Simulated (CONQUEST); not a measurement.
# A series of single points on TiO2

System: TiO2 (6 atoms in the cell).
Method: Kohn-Sham DFT of a periodic cell, PBE, PseudoDojo NC PBE, no spin polarisation (CONQUEST 1.3).

The 7 runs differ only in the geometry, by an even scaling of the cell at fixed fractional positions. The structure derives from a Materials Project entry.

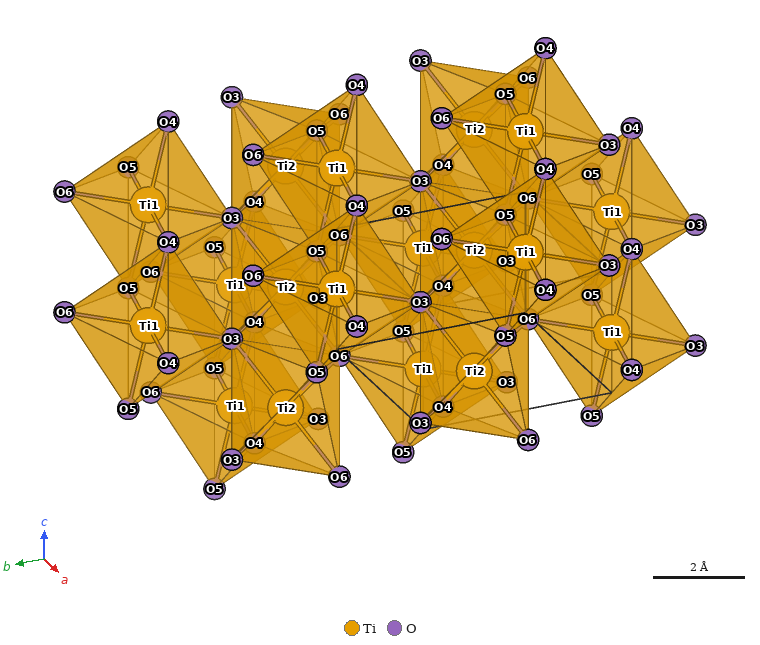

Figure 1. The structure of run 4 (polyhedral view of the cell of the calculation, set on other vectors, repeated 1 × 2 × 2, seen at an oblique angle; polyhedra are completed across the faces of the cell; atoms are numbered from 1 in the order of the input).

## Input of run 4
```
IO.Title TiO2
IO.Coordinates coords.dat
IO.FractionalAtomicCoords T
IO.Iprint 2
IO.Iprint_init 1
General.NumberOfSpecies 2
General.PseudopotentialType hamann
AtomMove.TypeOfRun static
AtomMove.FullStress T
Grid.PointsAlongX 32
Grid.PointsAlongY 48
Grid.PointsAlongZ 48
DM.SolutionMethod diagon
Diag.MPMesh T
Diag.GammaCentred T
Diag.MPMeshX 9
Diag.MPMeshY 6
Diag.MPMeshZ 6
Diag.kT 0.00183747
minE.SCTolerance 1e-6
SC.MaxIters 100
IO.AtomChargeOutput T
%block ChemicalSpeciesLabel
1 47.880 Ti
2 16.000 O
%endblock
```

Command:
```bash
Conquest
```

Lattice vectors (Å) and fractional positions of run 4:
```
   2.959214    0.000000    0.000000
   0.000000    4.599837    0.000000
   0.000000    0.000000    4.599837
Ti  0.500000  0.000000  0.000000
Ti  0.000000  0.500000  0.500000
O   0.500000  0.304321  0.695679
O   0.000000  0.804321  0.804321
O   0.000000  0.195679  0.195679
O   0.500000  0.695679  0.304321
```

Run 6 has the same physical settings and fractional positions; its lattice vectors (Å) are:
```
   2.998155    0.000000    0.000000
   0.000000    4.660368    0.000000
   0.000000    0.000000    4.660368
```

## Results, with one run withheld

```csv
run,volume per atom (Å³),"free energy per atom, from the lowest run given (meV)",pressure (GPa),gap on the mesh (eV)
1,9.809,39.00,19.31,1.46
2,10.018,18.15,12.82,1.41
3,10.227,5.42,6.83,1.36
4,10.435,0.00,1.48,1.32
5,10.644,0.87,−3.01,1.28
6,10.853,?,?,?
7,11.062,20.12,−11.16,1.21
```

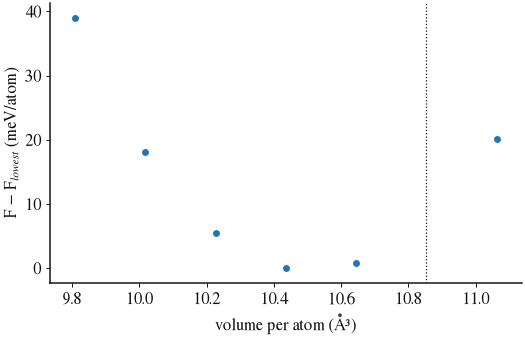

Figure 2. Free energy per atom of the runs given; the dotted line marks run 6.

Estimate the energy of run 6 from the others.

A cubic polynomial in V^(−2/3) (the Birch–Murnaghan form), fitted to the 6 runs given, misses them by at most 0.08 meV per atom. With x = V^(−2/3) − 0.21053 Å⁻², it reads F = 1.3013 + 1696.3 x + 4.1421e+05 x² + 1.1945e+05 x³ (meV per atom). At run 6 it gives 7.85 meV per atom, and the run itself gives 7.78. The slope of the fit gives a pressure −dF/dV of −7.42 GPa there, and the run prints −7.36 GPa. The two needn't agree exactly: the fit is approximate, and the printed stress is taken on a finite basis. The fit has its minimum at 10.505 Å³ per atom, where V d²F/dV² gives 244 GPa. Cell shape and fractional positions are held, so this is the stiffness under even scaling; the relaxed bulk modulus wasn't computed. The gap on the mesh goes, without turning, from 1.46 eV in run 1 to 1.21 eV in run 7; run 6 has 1.25 eV. These are gaps of this functional on this mesh, which can miss the band edges; they aren't the measured gap.

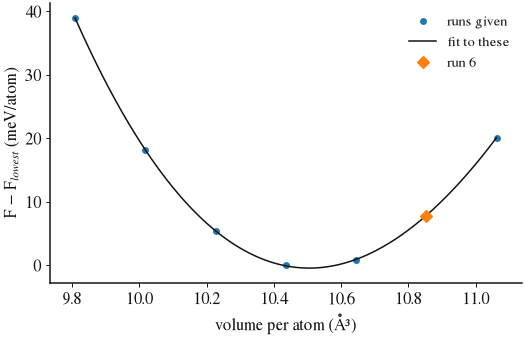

Figure 3. The fit and the withheld run.

## Some lines of the output (run 6)
```
[...]
      Using Fermi-Dirac smearing
          DFT Total Energy                 :      -184.147537009215711 Ha
          Free Energy (E-TS)               :      -185.588669174913321 Ha
          DFT Total Energy                 :      -178.881896281343330 Ha
          DFT Total Energy                 :      -184.684744309406511 Ha
          DFT Total Energy                 :      -184.952321942484588 Ha
          DFT Total Energy                 :      -185.005607960694135 Ha
          DFT Total Energy                 :      -185.007646158864475 Ha
          DFT Total Energy                 :      -185.008205577084823 Ha
          DFT Total Energy                 :      -185.008219751029714 Ha
          DFT Total Energy                 :      -185.008225353571589 Ha
          DFT Total Energy                 :      -185.008225369701165 Ha
      |* DFT total energy        =      -185.008225369701165 Ha
    force: Average pressure:     -7.36277167 GPa
```

Notes: Points of doubt noted for this run: small atomic basis. With a small basis of atomic orbitals these values can differ much from converged plane-wave results.
